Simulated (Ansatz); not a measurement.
MgO

Input file:

```
crystal:
  lattice:
    - [3.2882172281, 0.0, 0.0]
    - [-1.644108614, 2.8476796527, 0.0]
    - [0.0, 0.0, 5.0343662748]
  atoms:
    - { symbol: Mg, position: [0.3333333333, 0.6666666667, -0.0098385227] }
    - { symbol: Mg, position: [0.6666666667, 0.3333333333, 0.4901614773] }
    - { symbol: O, position: [0.3333333333, 0.6666666667, 0.3848385227] }
    - { symbol: O, position: [0.6666666667, 0.3333333333, 0.8848385227] }
kpoints:
  mp_grid: { grid: [12, 12, 6] }
  band_path:
    path:
      - [0.0, 0.0, 0.0]
      - [0.5, 0.0, 0.0]
      - [0.3333333333, 0.3333333333, 0.0]
      - [0.0, 0.0, 0.5]
      - [0.5, 0.0, 0.5]
      - [0.3333333333, 0.3333333333, 0.5]
    npoints: 1
hamiltonian:
  xc: pbe
scf:
  occupations: { method: fermi_dirac, width: 0.02 }
  n_extra_bands: 5
output:
  forces: true
  stress: true
  eigenvalues: true
  write_density: true
  write_potential: true
  elf: true
  volumetric_format: npy
```

Launched as:

```sh
ansatz run input.yaml --threads 2 --pin off --max-ram 20275MiB --backend cpu --events-out ev --progress --plain --runs-dir out
```

Below, planes, directions and counts refer to the conventional cell (a = 3.29 Å, b = 3.29 Å, c = 5.03 Å, α = 90.00°, β = 90.00°, γ = 120.00°).

Space group P6₃mc; started from the wurtzite prototype, which need not be the ambient phase; computed pressure about 4 GPa in this cell.

Level of theory: DFT, PBE, plane waves, PAW (Ansatz).

### Predict the valence pseudo-density and electron localisation function between the atoms.

Mg–O (1.99 Å): ρ is about 0.44 e/Å³ halfway; the ELF peaks at about 0.85 in the valence shell of O, 0.7 Å from its nucleus, and is about 0.35 at the midpoint: an ionic contact with no shared pair.

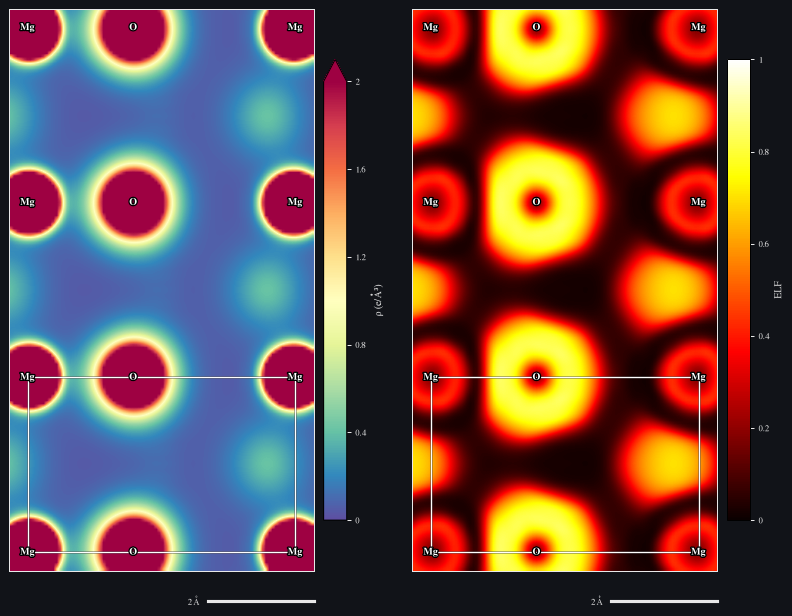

Computed valence pseudo-density and electron localisation function on the (11̄0) plane of the conventional cell, in this order. Atoms just off the plane (Mg, 0.9 Å away and O, 0.9 Å away) can leave unmarked features too.
